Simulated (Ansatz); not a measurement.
Crystal: Co, coordinates from a relaxation with DFT PBE, scalar-relativistic, plane waves, PAW in Ansatz; the starting structure was generated, so it need not be a known form of this composition.

```cif
data_structure
_symmetry_space_group_name_H-M 'P 1'
_symmetry_Int_Tables_number 1
_cell_length_a 4.8290
_cell_length_b 4.8290
_cell_length_c 23.9990
_cell_angle_alpha 90.000
_cell_angle_beta 90.000
_cell_angle_gamma 120.000
_cell_volume 484.66
loop_
_atom_site_label
_atom_site_type_symbol
_atom_site_fract_x
_atom_site_fract_y
_atom_site_fract_z
_atom_site_occupancy
Co1 Co 0.17025 0.82975 0.88095 1
Co2 Co 0.17025 0.34049 0.88095 1
Co3 Co 0.65951 0.82975 0.88095 1
Co4 Co 0.16309 0.83691 0.78571 1
Co5 Co 0.67383 0.83691 0.78571 1
Co6 Co 0.16309 0.32617 0.78571 1
Co7 Co 0.50598 0.49402 0.70664 1
Co8 Co 0.50598 0.01197 0.70664 1
Co9 Co 0.98803 0.49402 0.70664 1
Co10 Co 0.82735 0.17265 0.96003 1
Co11 Co 0.34530 0.17265 0.96003 1
Co12 Co 0.82735 0.65470 0.96003 1
Co13 Co 0.83691 0.16309 0.21429 1
Co14 Co 0.83691 0.67383 0.21429 1
Co15 Co 0.32617 0.16309 0.21429 1
Co16 Co 0.82975 0.17025 0.11905 1
Co17 Co 0.34049 0.17025 0.11905 1
Co18 Co 0.82975 0.65951 0.11905 1
Co19 Co 0.17265 0.82735 0.03997 1
Co20 Co 0.17265 0.34530 0.03997 1
Co21 Co 0.65470 0.82735 0.03997 1
Co22 Co 0.49402 0.50598 0.29336 1
Co23 Co 0.01197 0.50598 0.29336 1
Co24 Co 0.49402 0.98803 0.29336 1
Co25 Co 0.50358 0.49642 0.54762 1
Co26 Co 0.50358 0.00716 0.54762 1
Co27 Co 0.99284 0.49642 0.54762 1
Co28 Co 0.49642 0.50358 0.45238 1
Co29 Co 0.00716 0.50358 0.45238 1
Co30 Co 0.49642 0.99284 0.45238 1
Co31 Co 0.83932 0.16068 0.37330 1
Co32 Co 0.83932 0.67863 0.37330 1
Co33 Co 0.32137 0.16068 0.37330 1
Co34 Co 0.16068 0.83932 0.62670 1
Co35 Co 0.67863 0.83932 0.62670 1
Co36 Co 0.16068 0.32137 0.62670 1
```

What does its first Brillouin zone look like, and which path through it is standard?

It has a rhombohedral lattice (hR; extended symbol hR1). The zone is a truncated octahedron in its combinatorial type: 14 faces (6 with 4 edges, 8 with 6 edges), 36 edges, 24 vertices. Path: Γ–T–H₂ | H₀–L–Γ–S₀ | S₂–F–Γ.

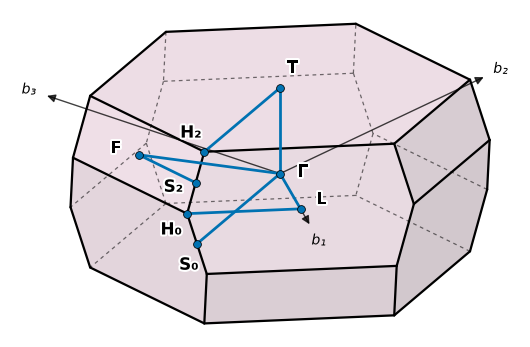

Labels and path follow the convention of Hinuma et al. (2017), as computed by seekpath; the arrows show the directions of the reciprocal primitive vectors b₁, b₂, b₃, in which coordinates are given; lengths include the factor 2π.

```tsv
point	k₁	k₂	k₃	length of k (1/Å)
Γ	0	0	0	0.000
T	1/2	1/2	1/2	0.393
L	1/2	0	0	0.763
F	1/2	0	1/2	0.796
S₀	0.343	−0.343	0	0.894
S₂	0.657	0	0.343	0.894
H₀	1/2	−0.187	0.187	0.904
H₂	0.813	0.187	1/2	0.904
```
